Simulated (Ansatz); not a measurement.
**Geometry relaxation of Si3N4 (part 2 of 2)**

Si3N4 (I-43d, 14 atoms in the cell); DFT, PBE, plane-wave PAW, default files, scalar-relativistic, no spin polarisation (Ansatz 0.2.0); cutoff 420 eV, 6×6×6 k-mesh, Fermi–Dirac smearing of 0.02 eV. The structure derives from an entry of the Crystallography Open Database. It belongs to a series of runs on one base structure; here: ions relaxed at fixed cell.

Geometry of the input (Å; fractional positions):
```
-3.2374  3.2374  3.2374
3.2374  -3.2374  3.2374
3.2374  3.2374  -3.2374
Si 0.2500  0.1250  0.8750
Si 0.8750  0.2500  0.1250
Si 0.7500  0.3750  0.6250
Si 0.6250  0.7500  0.3750
Si 0.1250  0.8750  0.2500
Si 0.3750  0.6250  0.7500
N  0.5628  0.5628  0.5628
N  0.4372  0.5000  0.0000
N  0.5000  0.0000  0.9372
N  0.0000  0.4372  0.5000
N  0.9372  0.5000  -0.0000
N  0.0628  0.0628  0.0628
N  -0.0000  0.9372  0.5000
N  0.5000  -0.0000  0.4372
```

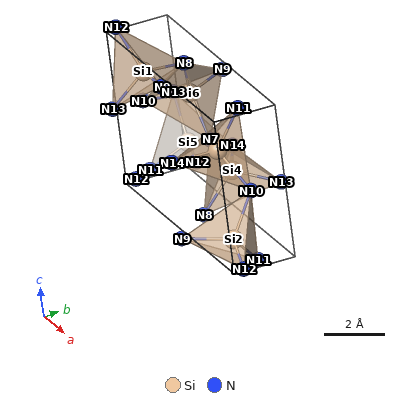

Figure 1. The geometry at step 2 of the log (polyhedral view of the cell of the calculation, seen slightly off an axis; polyhedra are completed across the faces of the cell; atoms are numbered from 1 in the order of the input).

Log, continued:
```
--- PAW observables at the nuclei: V_zz in 10²¹ V/m², potentials from the cell's mean, atoms counted from 1 ---
  atom   1  Si V_zz =    -0.103344   η = 0.0000   by run symmetry: allowed
            electrostatic potential = -1360.897615 V   contact ρ = 12804.352233 e/Å³
  atom   2  Si V_zz =    -0.103344   η = 0.0000   by run symmetry: allowed
            electrostatic potential = -1360.897615 V   contact ρ = 12804.352233 e/Å³
  atom   3  Si V_zz =    -0.103344   η = 0.0000   by run symmetry: allowed
            electrostatic potential = -1360.897615 V   contact ρ = 12804.352233 e/Å³
  atom   4  Si V_zz =    -0.103344   η = 0.0000   by run symmetry: allowed
            electrostatic potential = -1360.897615 V   contact ρ = 12804.352233 e/Å³
  atom   5  Si V_zz =    -0.103344   η = 0.0000   by run symmetry: allowed
            electrostatic potential = -1360.897615 V   contact ρ = 12804.352233 e/Å³
  atom   6  Si V_zz =    -0.103344   η = 0.0000   by run symmetry: allowed
            electrostatic potential = -1360.897615 V   contact ρ = 12804.352233 e/Å³
  atom   7  N  V_zz =    -5.768303   η = 0.0000   by run symmetry: allowed   C_q = -2.8509 MHz
            electrostatic potential = -517.271332 V   contact ρ = 1411.838736 e/Å³
  atom   8  N  V_zz =    -5.768303   η = 0.0000   by run symmetry: allowed   C_q = -2.8509 MHz
            electrostatic potential = -517.271332 V   contact ρ = 1411.838736 e/Å³
  atom   9  N  V_zz =    -5.768303   η = 0.0000   by run symmetry: allowed   C_q = -2.8509 MHz
            electrostatic potential = -517.271332 V   contact ρ = 1411.838736 e/Å³
  atom  10  N  V_zz =    -5.768303   η = 0.0000   by run symmetry: allowed   C_q = -2.8509 MHz
            electrostatic potential = -517.271332 V   contact ρ = 1411.838736 e/Å³
  atom  11  N  V_zz =    -5.768303   η = 0.0000   by run symmetry: allowed   C_q = -2.8509 MHz
            electrostatic potential = -517.271332 V   contact ρ = 1411.838736 e/Å³
  atom  12  N  V_zz =    -5.768303   η = 0.0000   by run symmetry: allowed   C_q = -2.8509 MHz
            electrostatic potential = -517.271332 V   contact ρ = 1411.838736 e/Å³
  atom  13  N  V_zz =    -5.768303   η = 0.0000   by run symmetry: allowed   C_q = -2.8509 MHz
            electrostatic potential = -517.271332 V   contact ρ = 1411.838736 e/Å³
  atom  14  N  V_zz =    -5.768303   η = 0.0000   by run symmetry: allowed   C_q = -2.8509 MHz
            electrostatic potential = -517.271332 V   contact ρ = 1411.838736 e/Å³
--- Band table (eV; the first three rows and the last of 16) ---
  k-point 0: bands = ["-8.8456", "-5.9716", "-5.9716", "-5.9716", "-5.4566", "-5.4566", "-5.4566", "-4.7974", "-0.4448", "-0.4448", "0.6650", "0.6650", "0.6650", "3.6971", "3.6971", "3.6971", "4.0990", "5.2915", "5.2915", "5.3476", "5.3476", "5.3476", "6.4387", "6.4387", "6.4387", "7.4071", "7.4071", "7.4071", "9.1737", "9.1737", "9.1737", "9.2699", "13.9743", "13.9743", "14.0009", "14.0036", "14.0036", "14.0036", "15.2335", "15.2335", "15.2335", "17.0921", "17.0921", "17.0921", "17.9277", "17.9277"]
  k-point 1: bands = ["-8.7096", "-6.2228", "-6.0544", "-6.0376", "-5.5267", "-5.4644", "-5.3938", "-4.7917", "-0.2343", "-0.1602", "0.8015", "0.8646", "0.9525", "3.3116", "3.5495", "3.7744", "4.4752", "4.9480", "5.0211", "5.2041", "5.3073", "5.5047", "6.0382", "6.2990", "6.3833", "7.3337", "7.4084", "7.4489", "8.8100", "9.0077", "9.2070", "9.2242", "13.4802", "13.6531", "14.2164", "14.4589", "14.5005", "14.7716", "15.6133", "15.7311", "15.7576", "17.1268", "17.2249", "17.2510", "18.1082", "18.2667"]
  k-point 2: bands = ["-8.3115", "-6.9205", "-6.1726", "-6.1557", "-5.5526", "-5.4983", "-5.2258", "-4.8509", "0.2928", "0.3163", "1.1178", "1.2204", "1.8477", "2.8433", "3.5792", "3.7559", "4.0717", "4.4782", "4.7732", "4.8302", "5.0494", "5.5737", "5.6883", "6.1060", "6.3101", "7.1673", "7.1998", "7.6734", "8.0058", "8.5347", "9.2795", "9.2839", "13.8120", "13.8949", "14.7373", "15.1997", "15.2308", "15.4233", "16.1072", "16.4053", "16.6918", "17.0568", "17.5762", "17.6504", "18.0368", "18.5104"]
  k-point 15: bands = ["-6.6568", "-6.6568", "-6.6568", "-6.6568", "-6.6568", "-6.6568", "-4.9213", "-4.9213", "2.1769", "2.1769", "2.1769", "2.1769", "2.1769", "2.1769", "3.8495", "3.8495", "3.8495", "3.8495", "3.8495", "3.8495", "4.9736", "4.9736", "4.9736", "4.9736", "7.4286", "7.4286", "7.4286", "7.4286", "7.4286", "7.4286", "8.1362", "8.1362", "14.7481", "14.7481", "14.7481", "14.7481", "14.7481", "14.7481", "17.8739", "17.8739", "17.8739", "17.8739", "17.8739", "17.8739", "18.7927", "18.7927"]
--- Relaxed structure (2 steps of the walk, 2 accepted, 0 SCFs on fresh bases) ---
  F+E_penalty+E_count = -6900.41367627 eV   max|allowed force component| = 1.202e-2 eV/Å
  atoms:
    - { symbol: Si, position: [0.25, 0.12500000000000006, 0.875] }
    - { symbol: Si, position: [0.875, 0.24999999999999994, 0.125] }
    - { symbol: Si, position: [0.75, 0.375, 0.625] }
    - { symbol: Si, position: [0.6249999999999999, 0.75, 0.375] }
    - { symbol: Si, position: [0.125, 0.875, 0.24999999999999994] }
    - { symbol: Si, position: [0.375, 0.625, 0.75] }
    - { symbol: N, position: [0.5628, 0.5628, 0.5628] }
    - { symbol: N, position: [0.4371999999999999, 0.5, 0.0] }
    - { symbol: N, position: [0.5, 0.0, 0.9372] }
    - { symbol: N, position: [0.0, 0.4371999999999999, 0.5] }
    - { symbol: N, position: [0.9372, 0.5, 0.0] }
    - { symbol: N, position: [0.0628, 0.0628, 0.0628] }
    - { symbol: N, position: [0.0, 0.9372, 0.5] }
    - { symbol: N, position: [0.5, 0.0, 0.4371999999999999] }
--- Löwdin populations: 14 sites ---
  site symbol       q [e]
     0     Si      2.5889
     1     Si      2.5889
     2     Si      2.5889
     3     Si      2.5889
     4     Si      2.5889
     5     Si      2.5889
     6      N      5.9486
     7      N      5.9486
     8      N      5.9486
     9      N      5.9486
    10      N      5.9486
    11      N      5.9486
    12      N      5.9486
    13      N      5.9486
  spilling = 0.013717 (of n_electrons = 64.000000)
```

File populations.tsv:
```
# site	symbol	l	j	q
# orbitals = lowdin
# n_electrons = 64.000000
# spilling = 0.013717
0	Si	0_3S	-	0.814999
0	Si	1_3P	-	1.773858
1	Si	0_3S	-	0.814999
1	Si	1_3P	-	1.773858
2	Si	0_3S	-	0.814999
2	Si	1_3P	-	1.773858
3	Si	0_3S	-	0.814999
3	Si	1_3P	-	1.773858
4	Si	0_3S	-	0.814999
4	Si	1_3P	-	1.773858
5	Si	0_3S	-	0.814999
5	Si	1_3P	-	1.773858
6	N	0_2S	-	1.376166
6	N	1_2P	-	4.572454
7	N	0_2S	-	1.376166
7	N	1_2P	-	4.572454
8	N	0_2S	-	1.376166
8	N	1_2P	-	4.572454
9	N	0_2S	-	1.376166
9	N	1_2P	-	4.572454
10	N	0_2S	-	1.376166
10	N	1_2P	-	4.572454
11	N	0_2S	-	1.376166
11	N	1_2P	-	4.572454
12	N	0_2S	-	1.376166
12	N	1_2P	-	4.572454
13	N	0_2S	-	1.376166
13	N	1_2P	-	4.572454
```

Trajectory as extended XYZ (Å, eV, eV/Å), 2 frames, from step=1 to step=2:
```
14
Lattice="-3.2374 3.2374 3.2374 3.2374 -3.2374 3.2374 3.2374 3.2374 -3.2374" Properties=species:S:1:pos:R:3:forces:R:3 step=1 energy=-6900.41368
Si    2.4280    3.2374   -1.6187    0.0000   0.0000   0.0000
Si   -1.6187    2.4280    3.2374    0.0000   0.0000   0.0000
Si    0.8093    3.2374    1.6187    0.0000   0.0000   0.0000
Si    1.6187    0.8093    3.2374    0.0000   0.0000   0.0000
Si    3.2374   -1.6187    2.4280    0.0000   0.0000   0.0000
Si    3.2374    1.6187    0.8093    0.0000   0.0000   0.0000
N     1.8220    1.8220    1.8220   -0.0120  -0.0120  -0.0120
N     0.2033   -0.2033    3.0340   -0.0120   0.0120   0.0120
N     1.4154    4.6527   -1.4154    0.0120   0.0120  -0.0120
N     3.0340    0.2033   -0.2033    0.0120  -0.0120   0.0120
N    -1.4154    1.4154    4.6527   -0.0120   0.0120   0.0120
N     0.2033    0.2033    0.2033   -0.0120  -0.0120  -0.0120
N     4.6527   -1.4154    1.4154    0.0120  -0.0120   0.0120
N    -0.2033    3.0340    0.2033    0.0120   0.0120  -0.0120
14
Lattice="-3.2374 3.2374 3.2374 3.2374 -3.2374 3.2374 3.2374 3.2374 -3.2374" Properties=species:S:1:pos:R:3:forces:R:3 step=2 energy=-6900.41368
Si    2.4280    3.2374   -1.6187    0.0000   0.0000   0.0000
Si   -1.6187    2.4280    3.2374    0.0000   0.0000   0.0000
Si    0.8093    3.2374    1.6187    0.0000   0.0000   0.0000
Si    1.6187    0.8093    3.2374    0.0000   0.0000   0.0000
Si    3.2374   -1.6187    2.4280    0.0000   0.0000   0.0000
Si    3.2374    1.6187    0.8093    0.0000   0.0000   0.0000
N     1.8220    1.8220    1.8220   -0.0120  -0.0120  -0.0120
N     0.2033   -0.2033    3.0340   -0.0120   0.0120   0.0120
N     1.4154    4.6527   -1.4154    0.0120   0.0120  -0.0120
N     3.0340    0.2033   -0.2033    0.0120  -0.0120   0.0120
N    -1.4154    1.4154    4.6527   -0.0120   0.0120   0.0120
N     0.2033    0.2033    0.2033   -0.0120  -0.0120  -0.0120
N     4.6527   -1.4154    1.4154    0.0120  -0.0120   0.0120
N    -0.2033    3.0340    0.2033    0.0120   0.0120  -0.0120
```

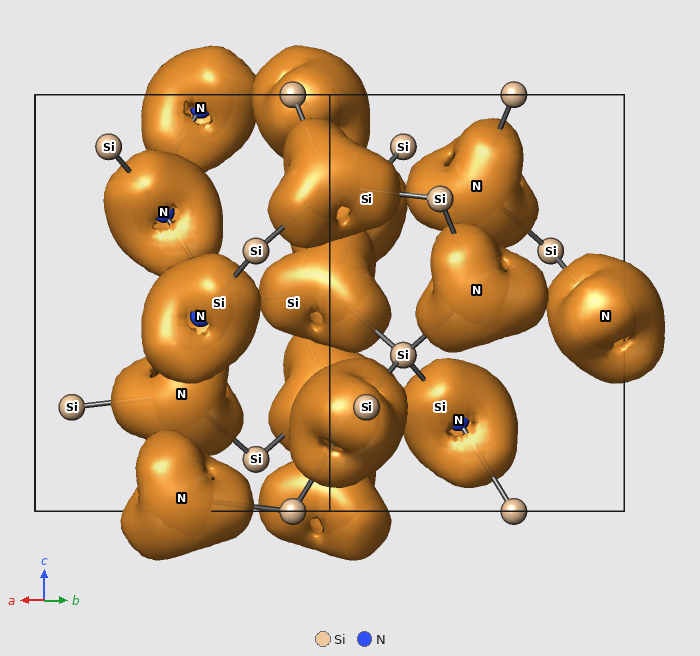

Figure 2. Isosurface of the electron localisation function at 0.75 (orange), seen along [110]. Core shells and regions of very low density are left out. Sticks mark near contacts. The outline is the cell set on symmetry axes. Along the contacts the grid gives the following. Si–N (1.75 Å): the ELF peaks at about 0.90 between the atoms (a shared but strongly polarised pair). Core electrons are frozen (PAW), so the fields are smoothed inside the atomic spheres.

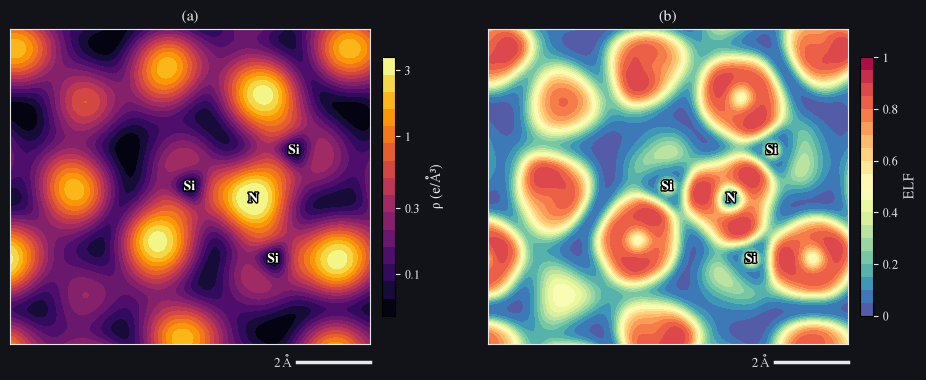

Figure 3. (a) valence pseudo-density; (b) ELF on the (111) plane of the conventional cell. Atoms in the plane: Si and N. Si–N (1.75 Å): the density is about 1.1 e/Å³ at the midpoint; the ELF peaks at about 0.90 between the atoms, which marks a shared but strongly polarised pair. Away from the nuclei the density in this plane falls to 0.05 e/Å³ at its lowest.

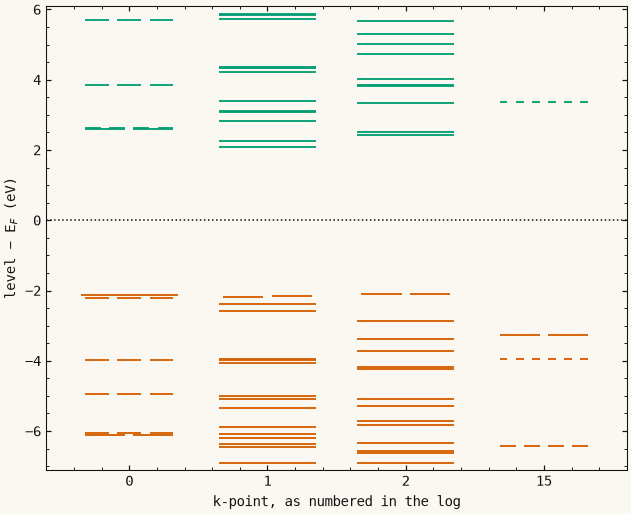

Figure 4. Kohn–Sham levels near the Fermi level (dotted) at the few k-points that the log prints; levels within 0.02 eV of each other stand side by side. Among these points the highest filled and lowest empty levels are 4.20 eV apart; the gap on the full mesh, 4.07 eV, has an edge at a point that isn't printed.
